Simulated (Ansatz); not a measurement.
## Run report: C8N, single-point calculation (part 1 of 3)

System: C8N (slab, 9 atoms in the cell).
Method: DFT PBEsol, scalar-relativistic, plane waves, PAW, spin-polarised (Ansatz 0.2.0).

The structure derives from an entry of the Crystallography Open Database. It belongs to a series of runs on one base structure; here: N lifted by +1.20 A from its best place. Figures and captions count atoms from 1; the log counts them from 0 in places.

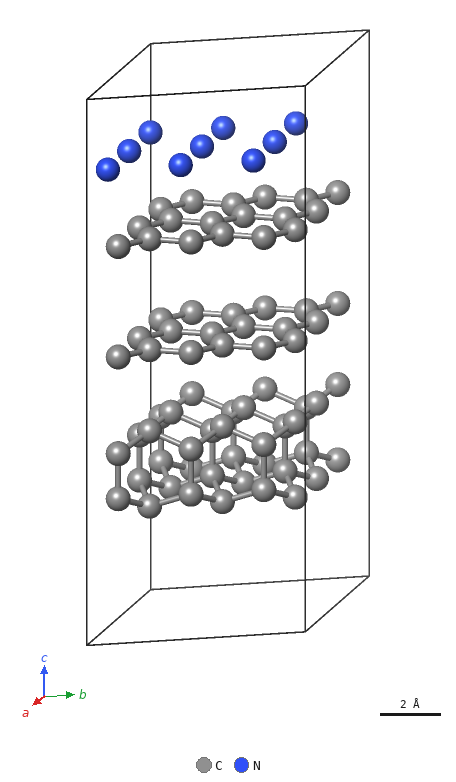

**Figure 1.** The input geometry (ball-and-stick view of the 3 × 3 repeat of the cell, with the vacuum cut short, seen slightly off an axis). An atom can appear more than once, as a periodic image.

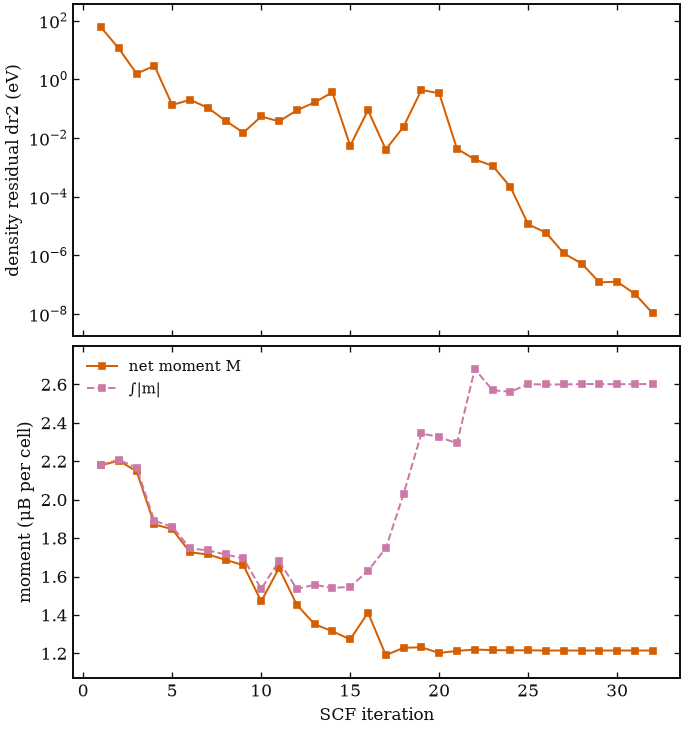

**Figure 2.** Convergence of the self-consistent field: density residual dr2 and magnetic moment against the SCF iteration. The residual falls unevenly and jumps up by a factor of two or more 6 times on the way down. The net moment goes from 2.2 to 1.2 μB per cell.

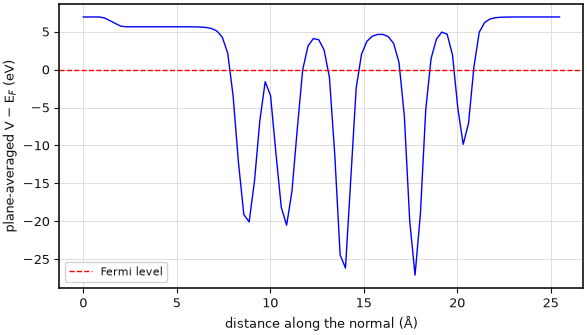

**Figure 3.** Plane average of the electrostatic potential energy of an electron across the cell, from the Fermi level. The vacuum level lies 6.94 eV above the Fermi level on the upper side and 5.65 eV on the lower.

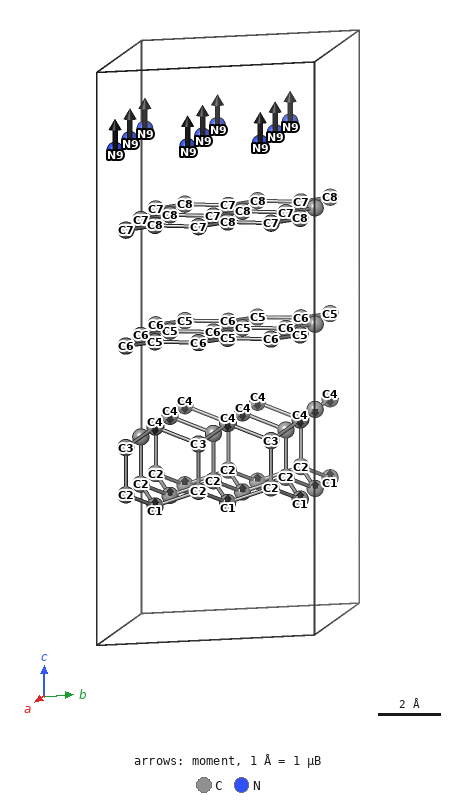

**Figure 4.** Magnetic moments of the sites as black arrows (ball-and-stick view of the 3 × 3 repeat of the cell, with the vacuum cut short, seen slightly off an axis; atoms are numbered from 1 in the order of the input); small moments hardly show. The run is collinear, so the axis drawn is arbitrary. Site moments: N9 (1.03 μB); C1 (0.27 μB); C4 (−0.26 μB). They are counted near the atoms and needn't add up to the moment of the cell.

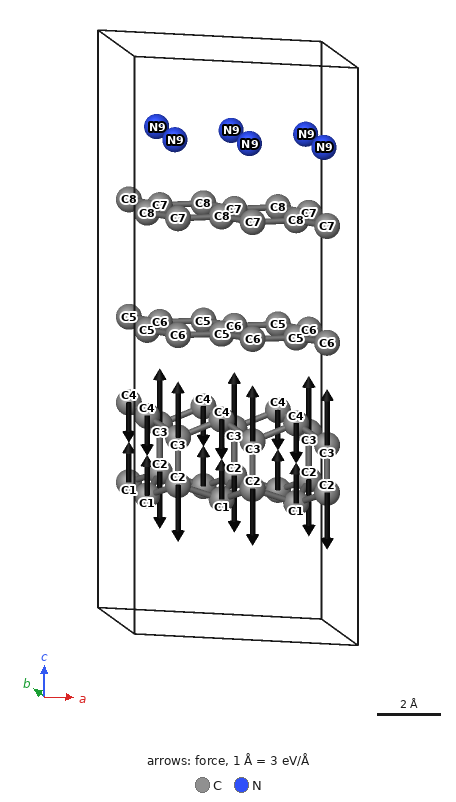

**Figure 5.** Forces on the atoms as black arrows (ball-and-stick view of the 3 × 2 repeat of the cell, with the vacuum cut short, seen slightly off an axis; atoms are numbered from 1 in the order of the input); the smallest are left out. The largest act on C2 (5.59 eV/Å); C3 (5.49 eV/Å); C1 (3.98 eV/Å); C4 (3.95 eV/Å). The geometry is not a stationary point of this energy.

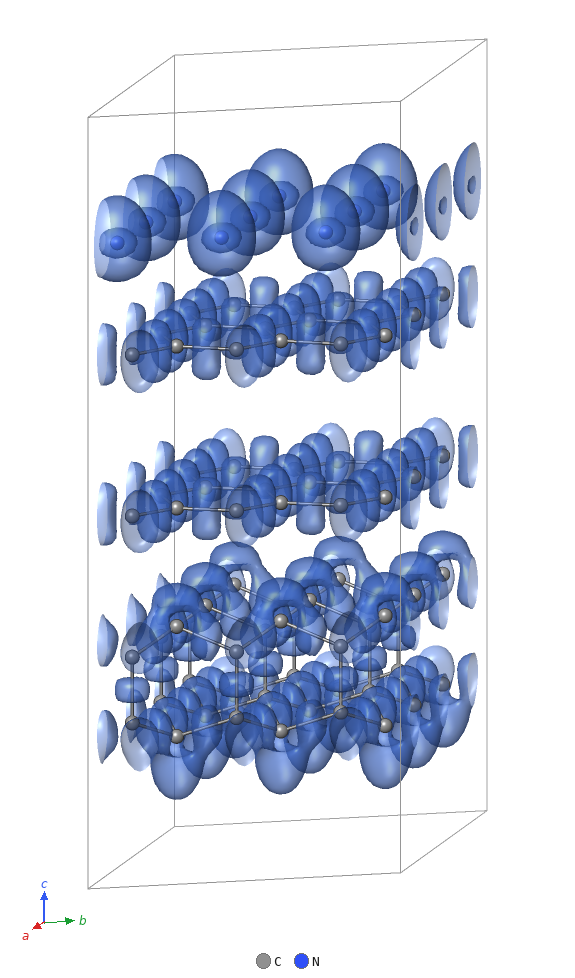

**Figure 6.** Isosurface of the electron localisation function at 0.75 (blue), seen slightly off an axis. Only the valence region is drawn (cores and ρ < 0.01 e/Å³ removed). Sticks mark near contacts. Along the contacts the grid gives the following. C–C (1.44 Å): the ELF peaks at about 0.95 between the atoms, which marks a covalent bond. Core electrons are frozen (PAW), so the fields are smoothed inside the atomic spheres.

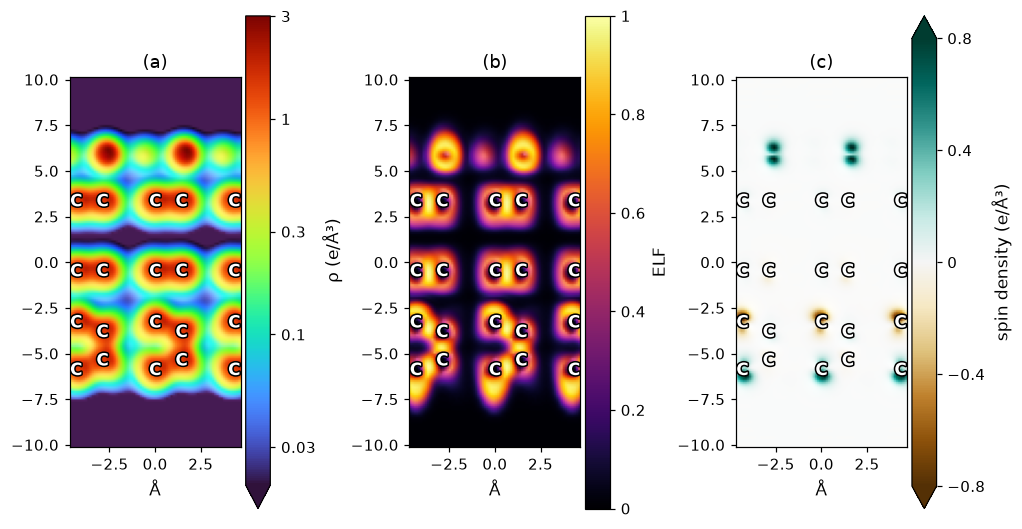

**Figure 7.** (a) valence charge density (pseudo); (b) ELF; (c) spin density on the (110) plane of the calculation cell, a cut from vacuum to vacuum. The section cuts through C sites. C–C (1.53 Å): ρ at the midpoint is about 1.6 e/Å³; the ELF peaks at about 0.95 between the atoms, which marks localised, shared-pair bonding. The density dies away to nearly zero in the vacuum. The spin density sits on N: +1.0 μB in one cell of 9 atoms. The cell of the calculation (9 atoms) carries 1.2 μB net.

These pictures come from the run below.

The input
```yaml
crystal:
  lattice:
    - [2.4988149563, 0.0, 0.0]
    - [-1.2494074781, 2.1640372315, 0.0]
    - [0.0, 0.0, 25.763868273]
  atoms:
    - { symbol: C, position: [0.3333333334, 0.6666666667, 0.3299194015] }
    - { symbol: C, position: [0.6666666666, 0.3333333333, 0.3502041956] }
    - { symbol: C, position: [0.6666666666, 0.3333333333, 0.4106688376] }
    - { symbol: C, position: [0.3333333334, 0.6666666667, 0.4309536318] }
    - { symbol: C, position: [0.3333333334, 0.6666666667, 0.5397810204] }
    - { symbol: C, position: [0.6666666666, 0.3333333333, 0.5403661502] }
    - { symbol: C, position: [0.6666666666, 0.3333333333, 0.6885463836] }
    - { symbol: C, position: [0.3333333334, 0.6666666667, 0.6885498352] }
    - { symbol: "N", position: [0.5833333334, 1.1666666667, 0.7905790035], spin: 3.0 }
basis:
  ecutwfc: 420
kpoints:
  mp_grid: { grid: [12, 12, 1] }
hamiltonian:
  xc: pbesol
scf:
  occupations: { method: gaussian, width: 0.05 }
output:
  forces: true
  stress: true
  eigenvalues: true
  populations: true
  write_density: true
  write_potential: true
  elf: true
  volumetric_format: npy
magnetization:
  spin_polarized: true
efield:
  axis: 3
  dipole_correction: true
  ramp_width: 0.04
```

Launched with:
```bash
ansatz run input.yaml --threads 2 --pin off --max-ram 5120MiB --backend cpu --events-out ev --progress --plain --runs-dir out
```

Log
```
Engine: ansatz 0.2.0, x86_64-unknown-linux-gnu
Pseudopotentials: kind: paw
Pseudopotential: C, paw, valence charge 4, recommended cutoff 420 eV (normal), C.paw.azcp
Pseudopotential: N, paw, valence charge 5, recommended cutoff 420 eV (normal), N.paw.azcp
Functional definition: PBEsol
  exchange = pbesol_x
  correlation = pbesol_c
Crystal: 9 atoms, lattice volume = 139.319 Å³
Basis set: ecut = 420 eV, 2697 PW (Γ), exchange–correlation on 36×36×360 points (8 copies of the dense FFT grid, shifted against one another)
Bands: 29, of which v1, the nominal top of the filled ones, is band 19 counted from 1 (18 counted from 0)
Symmetry: 2 space group operations
k-points: 43 of 144 (time reversal used)
Non-local potential: C, projectors of the file, l = 0: 2, l = 1: 2, l = 2: 1
Non-local potential: N, projectors of the file, l = 0: 2, l = 1: 2, l = 2: 1
PAW form: soft (Blöchl's): semilocal exchange-correlation on the pseudo side does not see the compensation charge
PAW frozen core: C, regenerated for the run's functional, and the local potential with it (the file was generated under x = pbe(κ = 0.804, μ = 0.2195149727645171), c = pbe(β = 0.06672455060314922))
PAW frozen core: N, regenerated for the run's functional, and the local potential with it (the file was generated under x = pbe(κ = 0.804, μ = 0.2195149727645171), c = pbe(β = 0.06672455060314922))
PAW one-centre angular grid: C, 110 points (default); XC on 64 Gauss nodes
PAW one-centre angular grid: N, 110 points (default); XC on 64 Gauss nodes
Starting moments: Σ|m| = 3 μB on 1 of 9 sites
Initial wavefunctions: pseudopotential atomic-orbital guess
Functional: x = pbesol(κ = 0.804, μ = 0.12345679012345678), c = pbesol(β = 0.046)
```
